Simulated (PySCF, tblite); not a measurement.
# C₃H₆O₂: protonation, NMR shifts

Aim: compute the protonation, NMR shifts of C₃H₆O₂ (`CCC(=O)O`).

Computed with tblite 0.8.0 and PySCF 2.14.0 and routines of our own; the level stands in each step. Atoms count from 0.

### 1 The system as given

11 atoms, charge 0, multiplicity 1; geometry from: start built from the parent or by distance geometry.

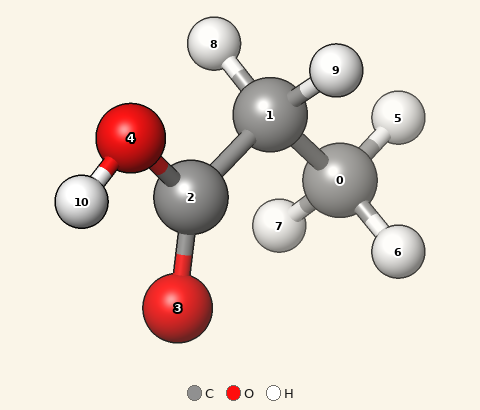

The starting geometry (carbon grey, oxygen red, hydrogen white).

### 2 Geometry optimisation with GFN2-xTB

What the job is given:

```
{"job": {"kind": "relax", "xc": "GFN2-xTB", "basis": "xTB"}, "charge": 0, "multiplicity": 1}
C     -1.410700     0.217900     0.407100
C     -0.159900    -0.579300     0.273100
C      1.041400     0.261200    -0.089700
O      1.028700     1.483200    -0.326400
O      2.155000    -0.455800    -0.184700
H     -2.275300    -0.422600     0.687200
H     -1.326400     1.014400     1.158800
H     -1.662100     0.716500    -0.533800
H     -0.270100    -1.371600    -0.465700
H      0.061200    -1.063800     1.264100
H      2.829000     0.205200    -0.457000
```

Launch:

```
$ OMP_NUM_THREADS=1 python redox_run.py task.json out
```

The driver reads the jobs from task.json and runs them one after another.

The program printed:

```text
step      E/eV     max force
  0    -479.40677    3.014
  1    -479.47092    3.629
  2    -479.53599    0.616
  3    -479.54436    0.340
  4    -479.55280    0.362
  5    -479.55680    0.340
  6    -479.56049    0.168
  7    -479.56234    0.126
  8    -479.56342    0.090
  9    -479.56396    0.061
 10    -479.56428    0.043
 11    -479.56443    0.028
 12    -479.56453    0.024
 13    -479.56463    0.024
 14    -479.56472    0.029
 15    -479.56477    0.018
 16    -479.56480    0.018
 17    -479.56483    0.017
 18    -479.56485    0.015
 19    -479.56488    0.013
 20    -479.56489    0.012
 21    -479.56491    0.017
 22    -479.56494    0.019
 23    -479.56496    0.022
 24    -479.56498    0.016
 25    -479.56499    0.007
```

Wall time 0.18 s (1 thread of Arm Neoverse V1, shared host).

Relaxation path:

```
step  energy from step 0 (eV)  largest force (eV/Å)
   0                   0.0000                3.0139
   1                  -0.0641                3.6290
   2                  -0.1292                0.6156
   3                  -0.1376                0.3397
   4                  -0.1460                0.3621
   5                  -0.1500                0.3400
   6                  -0.1537                0.1684
   7                  -0.1556                0.1262
   8                  -0.1567                0.0899
   9                  -0.1572                0.0613
  10                  -0.1575                0.0432
  11                  -0.1577                0.0279
  12                  -0.1578                0.0241
  13                  -0.1579                0.0237
  14                  -0.1580                0.0291
  15                  -0.1580                0.0182
  16                  -0.1580                0.0184
  17                  -0.1581                0.0167
  18                  -0.1581                0.0148
  19                  -0.1581                0.0135
  20                  -0.1581                0.0124
  21                  -0.1581                0.0168
  22                  -0.1582                0.0192
  23                  -0.1582                0.0217
  24                  -0.1582                0.0157
  25                  -0.1582                0.0073
```

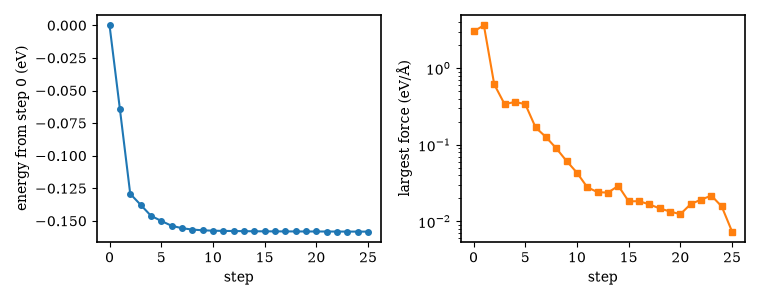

Energy and force, step by step.

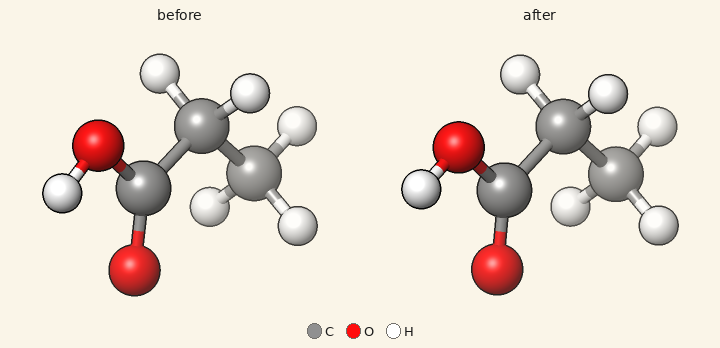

Before and after, at one scale.

Distances of close pairs at the start and the end, largest changes first:

```
  bond  before (Å)  after (Å)  change (Å)
 C2–O3       1.245      1.200      -0.045
 C1–H9       1.125      1.092      -0.033
 C0–C1       1.489      1.522      +0.033
 C0–H5       1.112      1.087      -0.025
 C2–O4       1.328      1.343      +0.015
O4–H10       0.983      0.970      -0.012
 C0–H6       1.098      1.087      -0.012
 C0–H7       1.094      1.087      -0.007
```

The end geometry stands in the next job.

### 3 Infrared spectrum with GFN2-xTB

What the job is given:

```
{"job": {"kind": "ir", "xc": "GFN2-xTB", "basis": "xTB"}, "charge": 0, "multiplicity": 1}
C     -1.442117     0.230500     0.408683
C     -0.155481    -0.573842     0.291206
C      1.016087     0.289378    -0.101337
O      0.989988     1.470309    -0.312075
O      2.145551    -0.431497    -0.194393
H     -2.269444    -0.417435     0.685646
H     -1.333551     1.006762     1.161552
H     -1.672734     0.711747    -0.538036
H     -0.250645    -1.361289    -0.459817
H      0.094490    -1.058256     1.237820
H      2.888706     0.138962    -0.446246
```

The program printed:

```text
mode    cm-1     km/mol
  1      31.6      0.02
  2     175.4      0.00
  3     228.8      2.97
  4     447.2     16.60
  5     510.4     20.11
  6     597.5     24.63
  7     651.8    170.63
  8     814.7     42.53
  9     847.0     18.07
 10    1038.1     12.59
 11    1062.8      5.22
 12    1094.5    114.75
 13    1136.3    209.83
 14    1211.1     54.75
 15    1215.7      1.27
 16    1325.5     66.67
 17    1411.1      6.37
 18    1438.9     15.10
 19    1486.4      3.59
 20    1497.6      4.88
 21    1802.4    468.28
 22    2969.0     11.26
 23    2984.4     12.96
 24    3047.0     30.68
 25    3050.7     24.90
 26    3056.7     16.82
 27    3449.5     28.34
ZPE 230.772  H(298)-E 248.785  G(298)-E 154.438 kJ/mol  S 316.44 J/(mol K)
```

Wall time 0.2 s (1 thread of Arm Neoverse V1, shared host).

The strongest bands and the atoms that carry them (share of the mass-weighted mode):

```
cm⁻¹  km/mol                                atoms
 652   170.6           H10 64 %, O4 12 %, C2 11 %
 815    42.5   H8 19 %, H9 19 %, C2 16 %, H6 15 %
1094   114.8            C1 28 %, C0 21 %, O4 19 %
1136   209.8  O4 21 %, C2 17 %, H10 15 %, C1 12 %
1211    54.8                    H10 42 %, C2 33 %
1326    66.7   C1 35 %, H9 21 %, H8 20 %, C2 13 %
1802   468.3                     C2 63 %, O3 35 %
3047    30.7                              H5 93 %
```

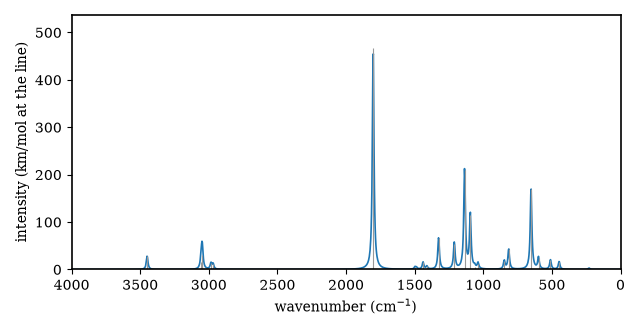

The infrared spectrum from these modes, unscaled. Lines are broadened to a width of 14 cm⁻¹ (Lorentzian).

### 4 Relaxing the molecule at PBE0-D3(BJ)/def2-SVP

The job, as its differences from that of step 3:

```diff
@@ -1,2 +1,2 @@
-{"job": {"kind": "ir", "xc": "GFN2-xTB", "basis": "xTB"}, "charge": 0, "multiplicity": 1}
+{"job": {"xc": "PBE0", "basis": "def2-SVP", "d3": "d3bj", "grid": 1, "kind": "geom"}, "charge": 0, "multiplicity": 1}
 C     -1.442117     0.230500     0.408683
```

The program printed:

```text
step   0  E = -267.90969617  max force = 0.014340
step   1  E = -267.91033708  max force = 0.003427
step   2  E = -267.91059722  max force = 0.004256
step   3  E = -267.91076306  max force = 0.001581
step   4  E = -267.91078458  max force = 0.000406
step   5  E = -267.91078834  max force = 0.000556
step   6  E = -267.91076234  max force = 0.000613
step   7  E = -267.91078044  max force = 0.000401
step   8  E = -267.91078186  max force = 0.000057
optimisation converged
```

Run time: 26 s. Hardware: 1 thread of Arm Neoverse V1, shared host.

Step by step:

```
step  energy from step 0 (eV)  largest force component (eV/Å)
   0                   0.0000                          0.7374
   1                  -0.0174                          0.1762
   2                  -0.0245                          0.2189
   3                  -0.0290                          0.0813
   4                  -0.0296                          0.0209
   5                  -0.0297                          0.0286
   6                  -0.0290                          0.0315
   7                  -0.0295                          0.0206
   8                  -0.0295                          0.0029
```

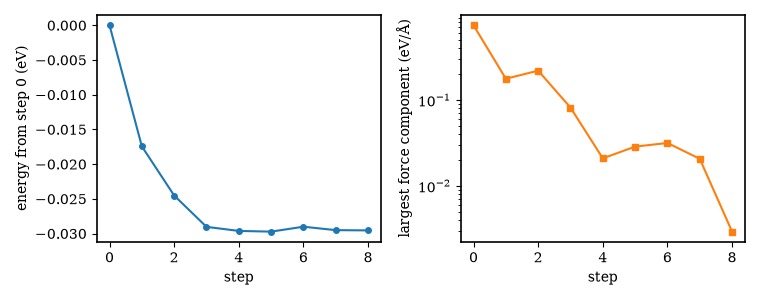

Energy and largest force along the relaxation.

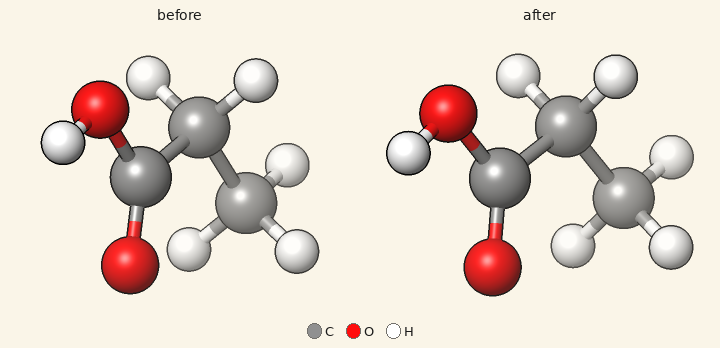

Before and after, at one scale.

Distances of close pairs at the start and the end, largest changes first:

```
 bond  before (Å)  after (Å)  change (Å)
C0–H7       1.087      1.099      +0.013
C0–H5       1.087      1.099      +0.013
C0–H6       1.087      1.099      +0.013
C1–H9       1.092      1.103      +0.011
C1–H8       1.092      1.103      +0.011
C0–C1       1.522      1.515      -0.007
C2–O3       1.200      1.203      +0.003
C1–C2       1.507      1.505      -0.003
```

The final coordinates are the input of the step that follows.

```
                         at the end point                 value
rotational constants (GHz, main isotopes)  10.263, 3.847, 2.898
                        dipole moment (D)                  1.52
```

### 5 Harmonic vibrations (C₃H₆O₂): PBE0-D3(BJ)/def2-SVP

What the job is given:

```
{"job": {"xc": "PBE0", "basis": "def2-SVP", "d3": "d3bj", "grid": 2, "kind": "hessian"}, "charge": 0, "multiplicity": 1}
C     -1.399725     0.202240     0.587666
C     -0.126088    -0.568079     0.307691
C      0.982601     0.299827    -0.222617
O      0.918816     1.487665    -0.400270
O      2.090498    -0.409566    -0.484274
H     -2.180526    -0.463193     0.982732
H     -1.222418     1.002911     1.319820
H     -1.781098     0.679132    -0.326598
H     -0.284269    -1.379716    -0.422284
H      0.259951    -1.070571     1.210903
H      2.746758     0.222611    -0.815184
```

The program printed:

```text
coarse grid: 9152 points
cycle   1  E = -267.7026306609  dE =  6.697e-01  |g| = 9.003e-01  |ddm| = 3.322e+00
cycle   2  E = -267.3946716702  dE =  3.080e-01  |g| = 1.560e+00  |ddm| = 2.442e+00
cycle   3  E = -267.8466112193  dE = -4.519e-01  |g| = 2.759e-01  |ddm| = 1.742e+00
cycle   4  E = -267.8610332136  dE = -1.442e-02  |g| = 6.406e-02  |ddm| = 2.748e-01
cycle   5  E = -267.8616997136  dE = -6.665e-04  |g| = 1.979e-02  |ddm| = 5.861e-02
cycle   6  E = -267.8617908025  dE = -9.109e-05  |g| = 3.873e-03  |ddm| = 1.997e-02
cycle   7  E = -267.8617939976  dE = -3.195e-06  |g| = 1.006e-03  |ddm| = 3.910e-03
final grid: 88272 points
cycle   8  E = -267.9107497703  dE = -1.130e-05  |g| = 1.091e-02  |ddm| = 2.412e-02
cycle   9  E = -267.9107130719  dE =  3.670e-05  |g| = 1.759e-02  |ddm| = 2.516e-02
cycle  10  E = -267.9107732507  dE = -6.018e-05  |g| = 2.357e-03  |ddm| = 1.639e-02
cycle  11  E = -267.9107743687  dE = -1.118e-06  |g| = 2.524e-04  |ddm| = 2.006e-03
cycle  12  E = -267.9107743792  dE = -1.046e-08  |g| = 9.650e-05  |ddm| = 2.615e-04
cycle  13  E = -267.9107743812  dE = -2.029e-09  |g| = 1.195e-05  |ddm| = 8.954e-05
cycle  14  E = -267.9107743813  dE = -3.138e-11  |g| = 1.868e-06  |ddm| = 1.302e-05
converged SCF energy = -267.9107743813

mode    cm-1
  1      54.5
  2     211.6
  3     251.9
  4     477.7
  5     522.3
  6     630.0
  7     675.4
  8     817.9
  9     842.8
 10    1017.1
 11    1098.1
 12    1109.4
 13    1204.8
 14    1265.1
 15    1305.2
 16    1397.6
 17    1431.9
 18    1443.9
 19    1463.4
 20    1477.8
 21    1898.6
 22    3072.0
 23    3073.3
 24    3117.3
 25    3171.1
 26    3172.6
 27    3810.3
ZPE 239.333  H(298)-E 256.771  G(298)-E 163.936 kJ/mol  S 311.37 J/(mol K)
```

It took 1.8 min on 1 thread of Arm Neoverse V1, shared host; peak memory 1.5 GiB.

Zero-point energy 239.33 kJ/mol (xTB gave 230.77).

### 6 Single point (C3H6O2): wB97X-D3(BJ)/def2-TZVP

Geometry: PBE0-D3(BJ)/def2-SVP.

The job, as its differences from that of step 5:

```diff
@@ -1,2 +1,2 @@
-{"job": {"xc": "PBE0", "basis": "def2-SVP", "d3": "d3bj", "grid": 2, "kind": "hessian"}, "charge": 0, "multiplicity": 1}
+{"job": {"kind": "sp", "xc": "wB97X", "basis": "def2-TZVP", "d3": "d3bj", "grid": 2}, "charge": 0, "multiplicity": 1}
 C     -1.399725     0.202240     0.587666
```

The program printed:

```text
coarse grid: 9152 points
cycle   1  E = -268.4362519068  dE =  8.454e-01  |g| = 9.350e-01  |ddm| = 2.369e+00
cycle   2  E = -268.3704721380  dE =  6.578e-02  |g| = 1.191e+00  |ddm| = 1.413e+00
cycle   3  E = -268.6008899933  dE = -2.304e-01  |g| = 1.196e-01  |ddm| = 8.249e-01
cycle   4  E = -268.6028844303  dE = -1.994e-03  |g| = 5.924e-02  |ddm| = 9.701e-02
cycle   5  E = -268.6034856948  dE = -6.013e-04  |g| = 9.278e-03  |ddm| = 4.474e-02
cycle   6  E = -268.6035107998  dE = -2.511e-05  |g| = 2.986e-03  |ddm| = 1.048e-02
cycle   7  E = -268.6035141230  dE = -3.323e-06  |g| = 1.033e-03  |ddm| = 5.539e-03
final grid: 88272 points
cycle   8  E = -268.5988777759  dE = -4.348e-05  |g| = 5.390e-03  |ddm| = 3.171e-02
cycle   9  E = -268.5988773435  dE =  4.325e-07  |g| = 5.733e-03  |ddm| = 6.136e-03
cycle  10  E = -268.5988826260  dE = -5.282e-06  |g| = 6.075e-04  |ddm| = 3.345e-03
cycle  11  E = -268.5988826791  dE = -5.309e-08  |g| = 3.541e-04  |ddm| = 5.677e-04
cycle  12  E = -268.5988827017  dE = -2.259e-08  |g| = 6.844e-05  |ddm| = 3.088e-04
cycle  13  E = -268.5988827029  dE = -1.219e-09  |g| = 2.283e-05  |ddm| = 7.621e-05
converged SCF energy = -268.5988827029
```

Wall time 7.2 s (1 thread of Arm Neoverse V1, shared host).

(Part 1 of 3 ends here.)
